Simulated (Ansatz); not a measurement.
Input

```
crystal:
  lattice:
    - [4.471530313, 0.0, 0.0]
    - [-2.2357651565, 9.9204466257, 0.0]
    - [0.0, 0.0, 26.5186129793]
  atoms:
    - { symbol: Te, position: [0.1078200214, 0.2156400427, 0.2828202216] }
    - { symbol: Bi, position: [0.8066648812, 0.6133297624, 0.3123896484] }
    - { symbol: Te, position: [0.5160966545, 0.0321933091, 0.3409195813] }
    - { symbol: Te, position: [0.2250522929, 0.4501045859, 0.3694962642] }
    - { symbol: Bi, position: [0.9344794642, 0.8689589285, 0.3980266489] }
    - { symbol: Te, position: [0.6332157058, 0.2664314116, 0.4276067405] }
    - { symbol: Bi, position: [0.3320605656, 0.6641211312, 0.4571761674] }
    - { symbol: Te, position: [0.041492339, 0.0829846779, 0.4857061002] }
    - { symbol: Te, position: [0.7504479774, 0.5008959547, 0.5142827831] }
    - { symbol: Bi, position: [0.4598751487, 0.9197502973, 0.5428131678] }
    - { symbol: Te, position: [0.1586113902, 0.3172227804, 0.5723932595] }
    - { symbol: Bi, position: [0.8574562501, 0.7149125001, 0.6019626863] }
    - { symbol: Te, position: [0.5668880234, 0.1337760468, 0.6304926191] }
    - { symbol: Te, position: [0.2758436618, 0.5516873236, 0.659069302] }
    - { symbol: Bi, position: [0.9852708331, 0.9705416662, 0.6875996867] }
    - { symbol: Te, position: [0.6840070746, 0.3680141493, 0.7171797784] }
basis:
  ecutwfc: 420
kpoints:
  mp_grid: { grid: [8, 4, 1] }
hamiltonian:
  xc: pbe
scf:
  occupations: { method: gaussian, width: 0.1 }
output:
  forces: true
  eigenvalues: true
  write_density: true
  write_potential: true
  elf: true
  volumetric_format: npy
relax:
  adjacent_minimum: "off"
  f_tol: 0.02
  max_steps: 60
efield:
  axis: 3
  dipole_correction: true
  ramp_width: 0.04
```

Launched as:

```sh
ansatz run input.yaml --threads 2 --pin off --max-ram 5120MiB --backend cpu --events-out ev --progress --plain --runs-dir out
```

The fields are those of the run's last geometry, not of the input's.

The calculation used DFT PBE, scalar-relativistic, plane waves, PAW in Ansatz.

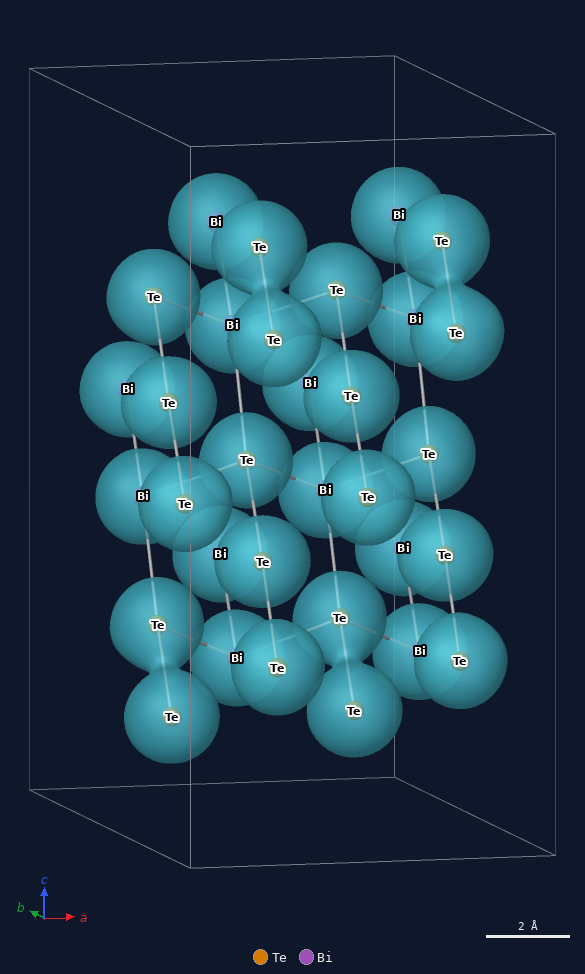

Bi$_{3}$Te$_{5}$ (slab). Isosurface of the valence electron density at 0.4 e/Å³ (cyan), seen slightly off an axis. Sticks mark near contacts.

The density is the valence pseudo-density of a PAW calculation; it isn't the true density close to the nuclei.

**What does this surface tell about the bonding?**

At this value the density breaks into separate islands; it holds about 75 % of the electrons treated as valence (semicore included). It bridges the sampled Te–Te (2.74 Å) contacts, where the density stays above the isovalue. It is pinched off along the sampled Bi–Te (3.09 Å), Bi–Bi (3.09 Å) and Te–Te (3.05 Å) contacts. On the grid the lowest density along these lines, outside the cores, is 0.46 e/Å³ (Te–Te, 2.74 Å), 0.29 e/Å³ (Bi–Te, 3.09 Å), 0.29 e/Å³ (Bi–Bi, 3.09 Å) and 0.29 e/Å³ (Te–Te, 3.05 Å).

**Metal or insulator at this level of theory?**

It is metallic or semimetallic at this level of theory: no gap opens.
